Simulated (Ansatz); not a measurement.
# Two runs on Ga$_{3}$Sb

System: Ga$_{3}$Sb (I4/mmm, 4 atoms in the cell).
Method of run A: DFT PBEsol+D3(BJ), scalar-relativistic, plane waves, PAW, no spin polarisation (Ansatz 0.2.0).

The structure derives from a Materials Project entry. Text and figures count atoms from 1; the logs count them from 0 in places.

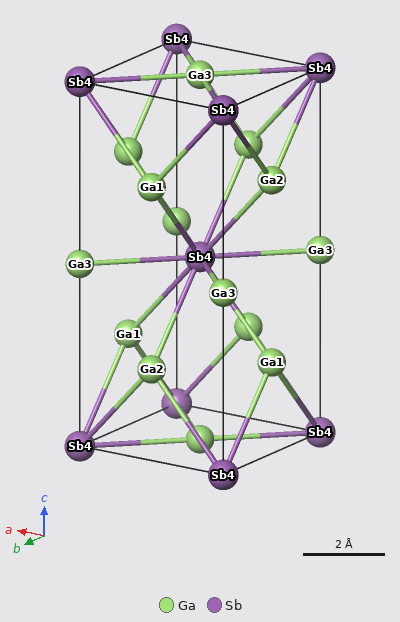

The structure as given in the input (ball-and-stick view of the cell 2 times as large as that of the calculation, set on its symmetry axes, seen at an oblique angle; atoms are numbered from 1 in the order of the input).

## Input file, run A
```yaml
crystal:
  lattice:
    - [-2.158799, 2.158799, 4.760484]
    - [2.158799, -2.158799, 4.760484]
    - [2.158799, 2.158799, -4.760484]
  atoms:
    - { symbol: Ga, position: [0.75, 0.25, 0.5] }
    - { symbol: Ga, position: [0.25, 0.75, 0.5] }
    - { symbol: Ga, position: [0.5, 0.5, 0.0] }
    - { symbol: Sb, position: [0.0, 0.0, 0.0] }
basis:
  ecutwfc: 420
kpoints:
  mp_grid: { grid: [14, 14, 14] }
hamiltonian:
  xc: pbesol
  dispersion: d3bj
scf:
  occupations: { method: gaussian, width: 0.1 }
output:
  forces: true
  stress: true
  eigenvalues: true
  populations: true
  write_density: true
  write_potential: true
  elf: true
  volumetric_format: npy
```

Command:
```bash
ansatz run input.yaml --threads 1 --pin off --max-ram 2560MiB --backend cpu --events-out ev --progress --plain --runs-dir out
```

Hardware: 1 thread of Intel Xeon (Granite Rapids), 192 GiB of memory available, shared host.

## Output, shortened to warnings, some set-up lines, iterations and results (run A)
```
Basis set: ecut = 420 eV, 1743 PW (Γ), exchange–correlation on 80×80×80 points (8 copies of the dense FFT grid, shifted against one another)
Symmetry: 16 space group operations
k-points: 244 of 2744
Initial density: superposition of atomic densities (neutral atoms: chi_scale 0, normalization atom), corrected by the library's trained network
[...]
SCF iter   1: F=—  HF=-17638.626643 eV  |F-HF|=—  |Δ(HF+E_count)|=         —  Δρ=1.91e-3  dr2=2.87e-3  ethr=1.77e-3  ⟨swp⟩=6.6  Hψ=32681  notcnv=0  defer=12
SCF iter   2: F=—  HF=-17638.623006 eV  |F-HF|=—  |Δ(HF+E_count)|=   3.64e-3  Δρ=1.15e-3  dr2=9.34e-4  ethr=5.31e-6  ⟨swp⟩=2.0  Hψ=15201  notcnv=0  defer=16
SCF iter   3: F=—  HF=-17638.622723 eV  |F-HF|=—  |Δ(HF+E_count)|=   2.82e-4  Δρ=5.06e-4  dr2=2.74e-4  ethr=1.73e-6  ⟨swp⟩=2.2  Hψ=13405  notcnv=0  defer=16
SCF iter   4: F=—  HF=-17638.622636 eV  |F-HF|=—  |Δ(HF+E_count)|=   8.75e-5  Δρ=1.67e-4  dr2=2.49e-5  ethr=5.07e-7  ⟨swp⟩=2.2  Hψ=14158  notcnv=0  defer=16
SCF iter   5: F=—  HF=-17638.622631 eV  |F-HF|=—  |Δ(HF+E_count)|=   4.34e-6  Δρ=4.53e-5  dr2=1.94e-6  ethr=4.62e-8  ⟨swp⟩=2.0  Hψ=14318  notcnv=0  defer=16
SCF iter   6: F=—  HF=-17638.622631 eV  |F-HF|=—  |Δ(HF+E_count)|=   7.31e-7  Δρ=3.23e-5  dr2=5.11e-7  ethr=3.59e-9  ⟨swp⟩=2.0  Hψ=14360  notcnv=0  defer=16
SCF iter   7: F=—  HF=-17638.622630 eV  |F-HF|=—  |Δ(HF+E_count)|=   3.28e-7  Δρ=1.52e-5  dr2=1.19e-7  ethr=9.45e-10  ⟨swp⟩=2.0  Hψ=13605  notcnv=0  defer=16
SCF iter   8: F=-17638.622630 eV  HF=-17638.622630 eV  |F-HF|=6.91e-11  |Δ(HF+E_count)|=   7.61e-8  Δρ=2.46e-6  dr2=5.10e-9  ethr=1.85e-10  ⟨swp⟩=11.3  Hψ=59037  notcnv=0
SCF 1 converged in 8 iterations: F = -17638.622630 eV  dr2 = 5.10e-9
SCF converged after 8 iterations
Free energy (F): -17638.622630 eV
Harris-Foulkes:  -17638.622630 eV  (|F-HF|=6.91e-11)
Internal energy: -17638.613218 eV  (E = F + TS)
E sigma→0 (E₀):  -17638.617924 eV
Entropy (-TS):   -0.009413 eV (-2.353 meV/atom)
Fermi energy:    9.359784 eV
--- Per-component energies (eV) ---
  E_band       = -290.866535
  E_kinetic    = 548.961391
  E_local      = -6980.339992  (includes V_loc(G=0)·N_el)
  E_nonlocal   = 1632.197693
  E_hartree    = 3242.326733
  E_xc         = -343.394615
  E_vxc        = -270.433071  (∫ρ·V_xc dr)
  E_paw        = -10335.250367  (= ΣΔE_a)
  E_vpaw       = -1705.907405  (= ΣTr[D̂ρ^β])
  E_aug_tail   = -0.000330  (compensation charges beyond the density's cutoff)
  E_ewald      = -5404.715273
  E_disp       = -1.319248  (pairwise vdW)
  E_core_change = 2.920790  (= ΣΔE_core)
  E_smearing   = -0.009413  (= −TS)
  E_closure    = -0.000000  (closes the sum)
  Σ components = -17638.622630   (vs F -17638.622630, Δ=0.00e0)
--- Forces (eV/Å), atoms counted from 1 ---
  atom   1  Ga    -0.00000000     0.00000000     0.00000000
  atom   2  Ga     0.00000000     0.00000000     0.00000000
  atom   3  Ga    -0.00000000     0.00000000     0.00000000
  atom   4  Sb    -0.00000000     0.00000000     0.00000000
  max |Σ_I F_I| component: 8.67e-18 eV/Å
--- Stress (GPa, compression-positive) ---
       -5.780002       0.000000       0.000000
        0.000000      -5.780002       0.000000
       -0.000000      -0.000000      -6.263135
  P = ⅓ Tr σ = -5.9410 GPa (-59.410 kbar)
--- Löwdin populations: 4 sites ---
  site symbol       q [e]
     0     Ga     13.0993
     1     Ga     13.0993
     2     Ga     13.1604
     3     Sb     14.5302
  spilling = 0.002051 (of n_electrons = 54.000000)
```

The input of run B differs as follows (lines with − go, lines with + come):
```diff
-  mp_grid: { grid: [14, 14, 14] }
+  mp_grid: { grid: [6, 6, 6] }
-  populations: true
-  write_density: true
-  write_potential: true
-  elf: true
-  volumetric_format: npy
```

What does this change do to the results?

The free energy of run B is 6.4 meV per atom lower, which measures how much it depends on this numerical setting. The pressure goes from −5.94 to −5.65 GPa. The SCF takes 7 iterations against 8. The irreducible k-points go from 244 to 30. On the same kind of shared host run B took about 0.1 times as long.

## Output, shortened to warnings, some set-up lines, iterations and results (run B)
```
Basis set: ecut = 420 eV, 1743 PW (Γ), exchange–correlation on 80×80×80 points (8 copies of the dense FFT grid, shifted against one another)
Symmetry: 16 space group operations
k-points: 30 of 216
Initial density: superposition of atomic densities (neutral atoms: chi_scale 0, normalization atom), corrected by the library's trained network
[...]
SCF iter   1: F=—  HF=-17638.651833 eV  |F-HF|=—  |Δ(HF+E_count)|=         —  Δρ=2.07e-3  dr2=2.66e-3  ethr=1.77e-3  ⟨swp⟩=6.9  Hψ=4059  notcnv=0  defer=2
SCF iter   2: F=—  HF=-17638.648323 eV  |F-HF|=—  |Δ(HF+E_count)|=   3.51e-3  Δρ=1.05e-3  dr2=6.74e-4  ethr=4.93e-6  ⟨swp⟩=2.0  Hψ=1854  notcnv=0  defer=2
SCF iter   3: F=—  HF=-17638.648146 eV  |F-HF|=—  |Δ(HF+E_count)|=   1.78e-4  Δρ=4.06e-4  dr2=1.37e-4  ethr=1.25e-6  ⟨swp⟩=2.0  Hψ=1727  notcnv=0  defer=2
SCF iter   4: F=—  HF=-17638.648112 eV  |F-HF|=—  |Δ(HF+E_count)|=   3.31e-5  Δρ=1.05e-4  dr2=9.54e-6  ethr=2.54e-7  ⟨swp⟩=2.1  Hψ=1620  notcnv=0  defer=2
SCF iter   5: F=—  HF=-17638.648114 eV  |F-HF|=—  |Δ(HF+E_count)|=   1.27e-6  Δρ=3.33e-5  dr2=8.80e-7  ethr=1.77e-8  ⟨swp⟩=2.0  Hψ=1754  notcnv=0  defer=2
SCF iter   6: F=—  HF=-17638.648113 eV  |F-HF|=—  |Δ(HF+E_count)|=   3.68e-7  Δρ=1.49e-5  dr2=1.14e-7  ethr=1.63e-9  ⟨swp⟩=2.0  Hψ=1763  notcnv=0  defer=2
SCF iter   7: F=-17638.648113 eV  HF=-17638.648113 eV  |F-HF|=3.35e-8  |Δ(HF+E_count)|=   5.12e-8  Δρ=4.55e-6  dr2=1.26e-8  ethr=1.85e-10  ⟨swp⟩=7.4  Hψ=3976  notcnv=0
SCF 1 converged in 7 iterations: F = -17638.648113 eV  dr2 = 1.26e-8
SCF converged after 7 iterations
Free energy (F): -17638.648113 eV
Harris-Foulkes:  -17638.648113 eV  (|F-HF|=3.35e-8)
Internal energy: -17638.642457 eV  (E = F + TS)
E sigma→0 (E₀):  -17638.645285 eV
Entropy (-TS):   -0.005656 eV (-1.414 meV/atom)
Fermi energy:    9.355488 eV
--- Per-component energies (eV) ---
  E_band       = -290.560863
  E_kinetic    = 549.064404
  E_local      = -6980.418216  (includes V_loc(G=0)·N_el)
  E_nonlocal   = 1631.813983
  E_hartree    = 3242.278483
  E_xc         = -343.582844
  E_vxc        = -270.647931  (∫ρ·V_xc dr)
  E_paw        = -10334.684207  (= ΣΔE_a)
  E_vpaw       = -1704.924666  (= ΣTr[D̂ρ^β])
  E_aug_tail   = -0.000330  (compensation charges beyond the density's cutoff)
  E_ewald      = -5404.715273
  E_disp       = -1.319248  (pairwise vdW)
  E_core_change = 2.920790  (= ΣΔE_core)
  E_smearing   = -0.005656  (= −TS)
  E_closure    = 0.000000  (closes the sum)
  Σ components = -17638.648113   (vs F -17638.648113, Δ=0.00e0)
--- Forces (eV/Å), atoms counted from 1 ---
  atom   1  Ga     0.00000000    -0.00000000     0.00000000
  atom   2  Ga     0.00000000    -0.00000000     0.00000000
  atom   3  Ga     0.00000000     0.00000000     0.00000000
  atom   4  Sb    -0.00000000     0.00000000     0.00000000
  max |Σ_I F_I| component: 1.04e-17 eV/Å
--- Stress (GPa, compression-positive) ---
       -4.724257       0.000000       0.000000
        0.000000      -4.724257       0.000000
       -0.000000      -0.000000      -7.488127
  P = ⅓ Tr σ = -5.6455 GPa (-56.455 kbar)
```

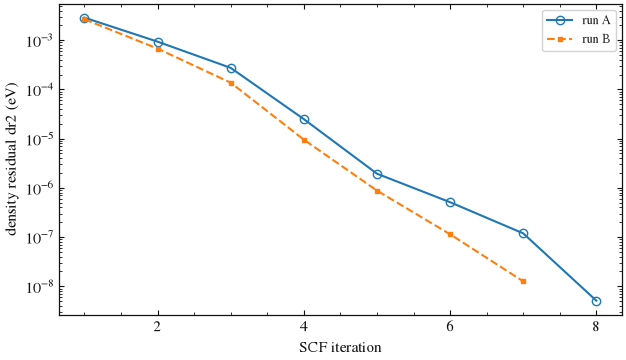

Convergence of the two runs: density residual dr2 against the SCF iteration. Run A takes 8 iterations in all, and run B takes 7.

## The two runs side by side

```tsv
quantity	run A	run B
outcome	converged	converged
free energy per atom (eV)	−4409.6557	−4409.6620
energy per atom, smearing taken to zero (eV)	−4409.6545	−4409.6613
gap on the mesh (eV)	0.00	0.00
pressure (GPa)	−5.94	−5.65
largest force (eV/Å)	0.000	0.000
SCF iterations	8	7
irreducible k-points	244	30
plane waves at Γ	1743	1743
wall time (shared host)	25 s	2.6 s
```

For run A: The cell is under a tension of 5.9 GPa at this level, so it is not at its equilibrium volume. For run B: The cell is under a tension of 5.6 GPa at this level, so it is not at its equilibrium volume.
